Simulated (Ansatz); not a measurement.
# Calculations on ScAl

### Vibrations

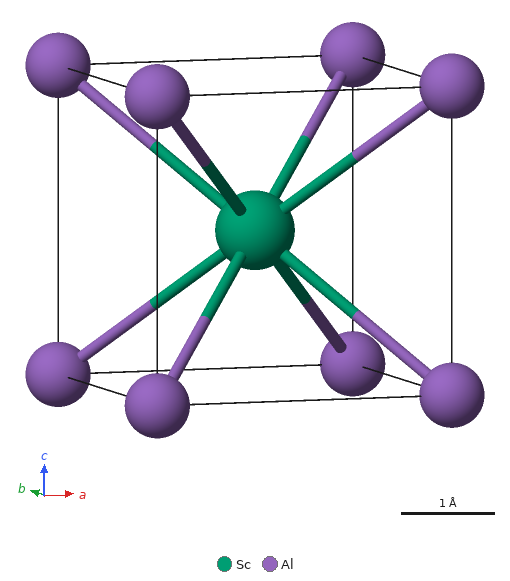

Normal modes of a crystal of ScAl, space group Pm-3m (No. 221), at the zone centre. Style: ball-and-stick. Shown: the cell of the calculation, slightly off an axis.

The calculation used Ansatz 0.2.0, DFT r2SCAN, scalar-relativistic, plane waves, PAW. Set-up: plane-wave cutoff 500 eV; k-point mesh 12 × 12 × 12; occupations fermi dirac; smearing width 0.15 eV; no spin polarisation.

The frequencies depend somewhat on the k-mesh and the smearing.

**Give the spectrum at this point.**

The calculation's cell holds 2 atoms, so there are 3 optical modes, in 1 level. The optical modes span T₁u. No level is unstable.

| level | symmetry | frequency (cm⁻¹) | activity |
| --- | --- | --- | --- |
| 1 | T₁u | 293 | infrared-active |

The crystal is a metal, so free carriers screen the infrared response.

The displacement patterns (one member of each degenerate set):

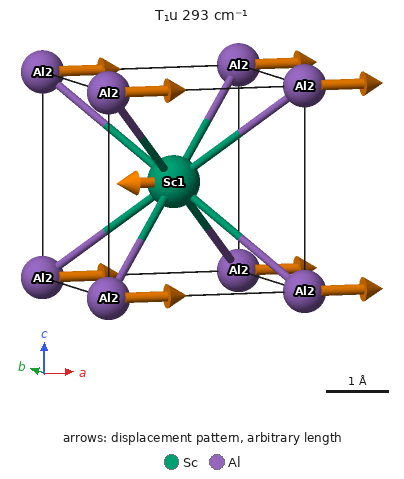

### One mode

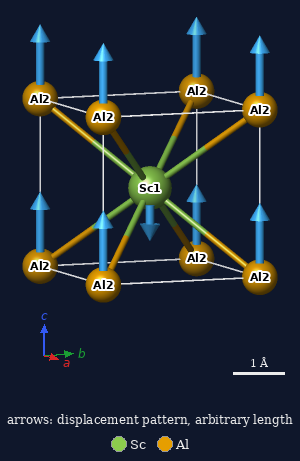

One vibrational mode of solid ScAl at the zone centre. The blue arrows are the displacements of the atoms (eigenvector over the root of the mass), of arbitrary overall length and sign. The picture is a ball-and-stick view of the cell of the calculation, seen slightly off an axis.

All numbers below come from DFT PBEsol, scalar-relativistic, plane waves, PAW (Ansatz 0.2.0). Settings: plane-wave cutoff 420 eV; k-point mesh 12 × 12 × 12; occupations fermi dirac; smearing width 0.15 eV; no spin polarisation.

The frequencies depend somewhat on the k-mesh and the smearing.

**Give the symmetry, activity and frequency of this mode.**

This is the T₁u mode (triply degenerate; one member of the set is drawn) at 289 cm⁻¹, the only optical level, infrared-active by symmetry. The Al sublattice moves against the Sc sublattice, along c; the kinetic energy is shared as Al 62 %, Sc 38 %. The crystal is a metal, so free carriers screen the infrared response.

### Softest mode

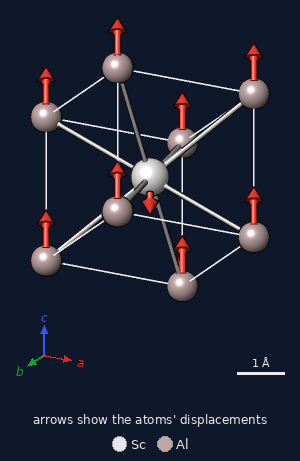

The lowest optical mode of solid ScAl, space group Pm-3m (No. 221), at the zone centre. The red arrows give the relative displacements of the atoms. A ball-and-stick model of the cell of the calculation, seen from a free direction.

Level of theory: DFT LDA, scalar-relativistic, plane waves, PAW (Ansatz).

Input file:
```yaml
crystal:
  lattice:
    - [3.3103848589, 0.0, 0.0]
    - [0.0, 3.3103848589, 0.0]
    - [0.0, 0.0, 3.3103848589]
  atoms:
    - { symbol: Sc, position: [0.5, 0.5, 0.5] }
    - { symbol: Al, position: [0.0, 0.0, 0.0] }
basis:
  ecutwfc: 420
kpoints:
  mp_grid: { grid: [12, 12, 12] }
hamiltonian:
  xc: lda
scf:
  occupations: { method: fermi_dirac, width: 0.15 }
output:
  eigenvalues: true
phonons:
  method: dfpt
  eigenvectors: true
```

Launched with:
```bash
ansatz run input.yaml --threads 1 --pin off --max-ram 3072MiB --backend cpu --events-out ev --progress --plain --runs-dir out
```

The frequencies depend somewhat on the k-mesh and the smearing.

Is this crystal at a minimum with respect to the drawn distortion?

Yes: this softest mode has a real frequency, and so have all others here. That speaks for this wave vector alone: the rest of the zone wasn't checked in this run. This is the T₁u mode (triply degenerate; one member of the set is drawn) at 36.6 meV, the only optical level, infrared-active by symmetry. The Al sublattice moves against the Sc sublattice, along c; the kinetic energy is shared as Al 62 %, Sc 38 %. The crystal is a metal, so free carriers screen the infrared response.
